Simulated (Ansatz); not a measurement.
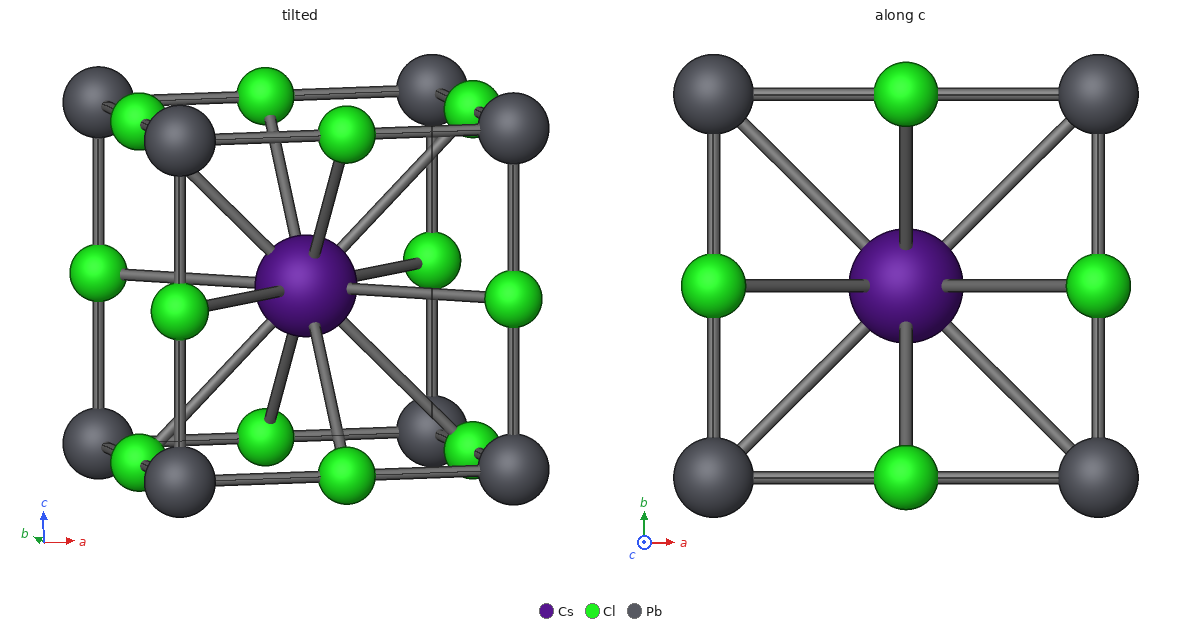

View slightly off an axis and along the c axis, drawn as a ball-and-stick model. The lines enclose the unit cell; boundary atoms appear with their images.

CsPbCl₃, a = 5.701 Å, b = 5.677 Å, c = 5.701 Å, α = 90.00°, β = 89.51°, γ = 90.00°. Strictly the space group is Cmmm (No. 65, within 0.01 Å). It is a distorted form of a primitive cubic structure, space group Pm-3m (No. 221) within 0.25 Å: cubic perovskite. It goes back to a structure listed in the Materials Project. The cell was then strained or its atoms displaced on purpose. A calculation with Ansatz used it as input.

This one geometry was computed with Ansatz (DFT, plane waves, PAW) at three levels of theory: PBE, HSE06 and r2SCAN. It was relaxed with r2SCAN and then strained.

**How does the band gap change with the level of theory?**

PBE: a gap of 2.10 eV, direct; r2SCAN: a gap of 2.47 eV, direct; HSE06: a gap of 2.80 eV, direct.

**Collect the results in a table.**

| level | cutoff (eV) | k-mesh of the run's cell | gap (eV) | pressure (GPa) |
| --- | --- | --- | --- | --- |
| PBE | 420 | 4×4×4 | 2.10 | 0.6 |
| HSE06 | 420 | 4×4×4 | 2.80 | 0.2 |
| r2SCAN | 500 | 4×4×4 | 2.47 | -0.2 |

Gaps are taken on the k-mesh or band path of each run.
